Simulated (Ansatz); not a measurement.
Ag: several calculations on one system

### Relaxation

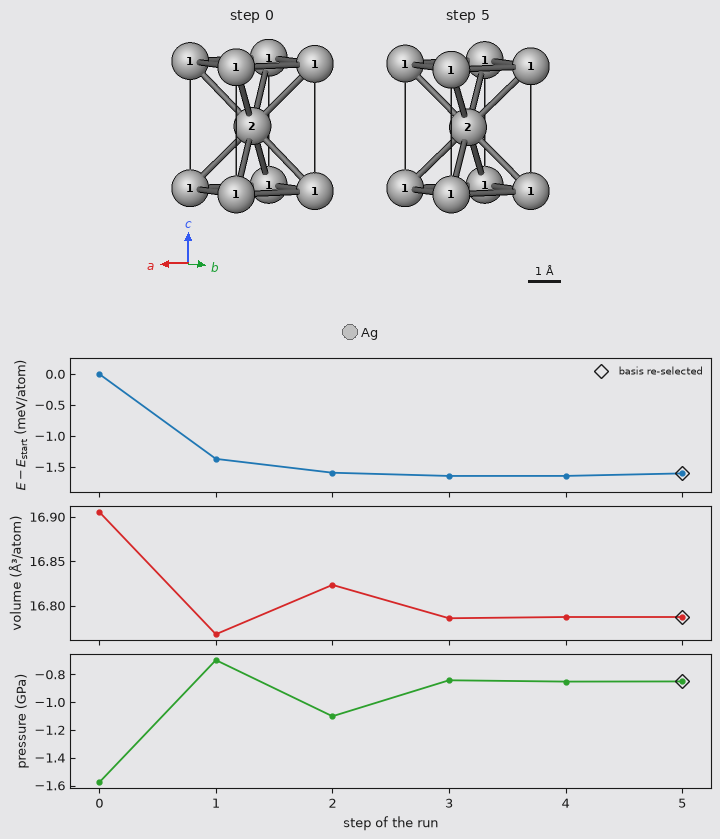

First and last geometry of a relaxation of a crystal of Ag (set up in Immm), with the history of the run. The picture is a ball-and-stick view of the cell of the calculation, reduced to other axes, seen from a free direction. Lengths and directions refer to the drawn axes.

Case: uniaxial strain along a of +3.0 %; b, c and atoms relaxed.

Level of theory: DFT PBEsol, scalar-relativistic, plane waves, PAW in Ansatz 0.2.0.

Input file:
```yaml
crystal:
  lattice:
    - [2.0880346136, 2.0880346136, 0.0]
    - [-2.0120139359, 2.0120139359, 0.0]
    - [0.0, 0.0, 4.0240278718]
  atoms:
    - { symbol: Ag, position: [0.0, 0.0, 0.0] }
    - { symbol: Ag, position: [0.5, 0.5, 0.5] }
basis:
  ecutwfc: 420
kpoints:
  mp_grid: { grid: [18, 18, 14] }
hamiltonian:
  xc: pbesol
scf:
  occupations: { method: gaussian, width: 0.1 }
output:
  forces: true
  stress: true
  eigenvalues: true
  write_density: true
  write_potential: true
  elf: true
  volumetric_format: npy
relax:
  adjacent_minimum: "off"
  f_tol: 0.008
  max_steps: 40
  cell: { stress_tol: 0.015, fix: [a, angles] }
```

Command:
```bash
ansatz run input.yaml --threads 1 --pin off --max-ram 2560MiB --backend cpu --events-out ev --progress --plain --runs-dir out
```

What do the curves and the structures tell?

It converged. The atoms keep their places relative to the cell (all moves are under 0.005 Å). The volume changes by −0.7 %, with a 2.845 → 2.880 Å (+1.2 %), b unchanged at 2.953 Å, c 4.024 → 3.947 Å (−1.9 %). Among the contacts that change: Ag1–Ag1 2.845 → 2.880 Å, Ag1–Ag2 2.873 → 2.855 Å. The space group stays Immm (No. 71). After 4 accepted moves (5 points after the start) the energy has fallen by 1.6 meV per atom. All forces vanish by symmetry, so only the cell relaxes. The pressure goes from −1.58 to −0.85 GPa. At 1 point the geometry stayed and the basis and grid were re-selected for the new cell (energy shift of less than 0.05 meV per atom at most each time).

```tsv
step	E − E(0), meV/atom	pressure, GPa	volume, Å³/atom	note
0	0.00	-1.58	16.906	
1	-1.37	-0.70	16.768	
2	-1.59	-1.10	16.823	
3	-1.64	-0.84	16.786	
4	-1.64	-0.85	16.787	
5	-1.60	-0.85	16.787	same geometry, new basis
```

### Relaxation

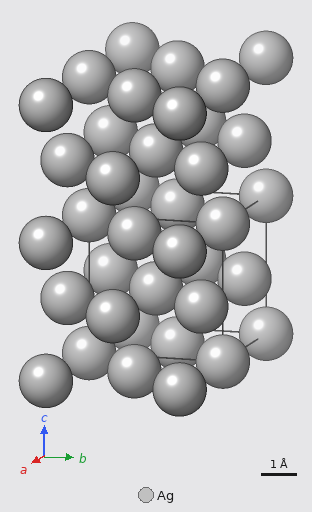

Starting structure of crystalline Ag (set up in Immm). The picture is a spheres-only view of the larger cell on standard axes (2 times the calculation's cell), repeated 2 × 1 × 2 with one cell outlined, seen slightly off an axis.

Case: uniaxial strain along a of -1.5 %; b, c and atoms relaxed.

Computed with DFT PBEsol, scalar-relativistic, plane waves, PAW (Ansatz).

Input file:
```yaml
crystal:
  lattice:
    - [1.9968098004, 1.9968098004, 0.0]
    - [-2.0348201392, 2.0348201392, 0.0]
    - [0.0, 0.0, 4.0696402784]
  atoms:
    - { symbol: Ag, position: [0.0, 0.0, 0.0] }
    - { symbol: Ag, position: [0.5, 0.5, 0.5] }
basis:
  ecutwfc: 420
kpoints:
  mp_grid: { grid: [18, 18, 14] }
hamiltonian:
  xc: pbesol
scf:
  occupations: { method: gaussian, width: 0.1 }
output:
  forces: true
  stress: true
  eigenvalues: true
relax:
  adjacent_minimum: "off"
  f_tol: 0.008
  max_steps: 40
  cell: { stress_tol: 0.015, fix: [a, angles] }
```

Launched with:
```bash
ansatz run input.yaml --threads 1 --pin off --max-ram 2560MiB --backend cpu --events-out ev --progress --plain --runs-dir out
```

> Where does the relaxation end?

The atoms keep their places relative to the cell (all moves are under 0.005 Å). The volume changes by +0.2 %, with a = b 4.032 → 4.024 Å (−0.2 %), c 4.070 → 4.094 Å (+0.6 %), γ 91.1° → 90.9°. Among the contacts that change: Ag1–Ag1 2.878 → 2.867 Å, Ag1–Ag2 2.864 → 2.870 Å. The space group stays Immm (No. 71). After 3 accepted moves (4 points after the start) the energy has fallen by 0.2 meV per atom. All forces vanish by symmetry, so only the cell relaxes. Pressure: 0.93 GPa at the start and 0.66 GPa at the end. At 1 point the geometry stayed and the basis and grid were re-selected for the new cell (energy shift of less than 0.05 meV per atom at most each time).

### Series

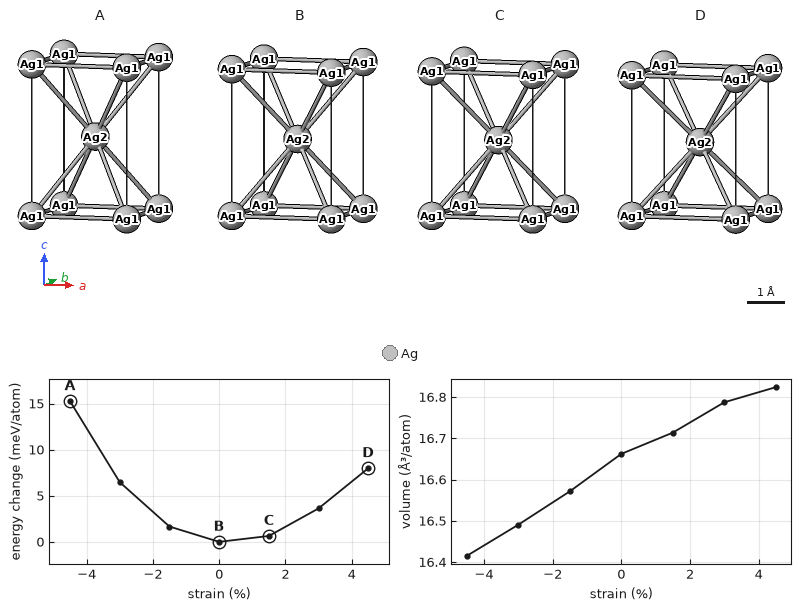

Members of a series of calculations on crystalline Ag (set up in Fm-3m), marked on the first curve. The picture is a ball-and-stick view of the cell of the calculation, seen slightly off an axis.

The calculation used DFT PBEsol, scalar-relativistic, plane waves, PAW in Ansatz. Settings: plane-wave cutoff 420 eV; k-point mesh 18 × 18 × 14; occupations gaussian; smearing width 0.1 eV; no spin polarisation.

### Describe the series.

Uniaxial strain along a; b, c and atoms relaxed. A (strain −4.5 %): energy change 15.3 meV/atom, volume 16.42 Å³ per atom. B (strain 0.0 %): energy change 0.0 meV/atom, volume 16.66 Å³ per atom. C (strain 1.5 %): energy change 0.6 meV/atom, volume 16.71 Å³ per atom. D (strain 4.5 %): energy change 8.0 meV/atom, volume 16.82 Å³ per atom. The rest compares A with D. Cell: a 2.738 → 2.996 Å (+9.4 %), b 2.864 → 2.890 Å (+0.9 %), c 4.186 → 3.886 Å (−7.2 %). Volume +2.5 %. Near-neighbour distances before and after: Ag–Ag 2.738 → 2.996 Å, Ag–Ag 2.882 → 2.847 Å, Ag–Ag 2.864 → 2.890 Å.
